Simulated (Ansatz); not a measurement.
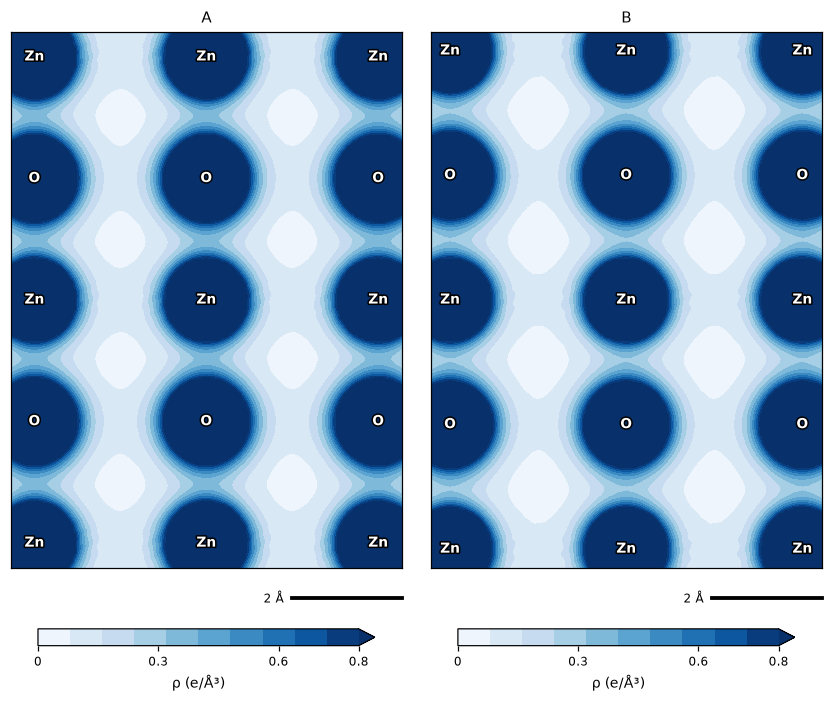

ZnO. The valence pseudo-density of two cells that differ in size, on the (101̄) plane of each (indices in the axes of the calculation cell), at one length scale and on one colour scale; one has 10.8 and the other 11.6 Å³ an atom.

Method: DFT PBE, scalar-relativistic, plane waves, PAW in Ansatz.

The larger cell:

```
Zn O
1.0
     0.00000    2.26516    2.26516
     2.26516    0.00000    2.26516
     2.26516    2.26516    0.00000
Zn O
1 1
Direct
  0.00000 0.00000 0.00000
  0.50000 0.50000 0.50000
```

The smaller cell: a = 3.126 Å, b = 3.126 Å, c = 3.126 Å, α = 60.00°, β = 60.00°, γ = 60.00°.

Q: Which is the denser cell? Describe the effect of the change.

A: Panel A is the smaller cell, by 7 % in volume. From the larger cell to the smaller, Zn–O goes from 2.27 to 2.21 Å, and the density at its midpoint from 0.32 to 0.35 e/Å³; the pressure goes from −16 to −9 GPa.
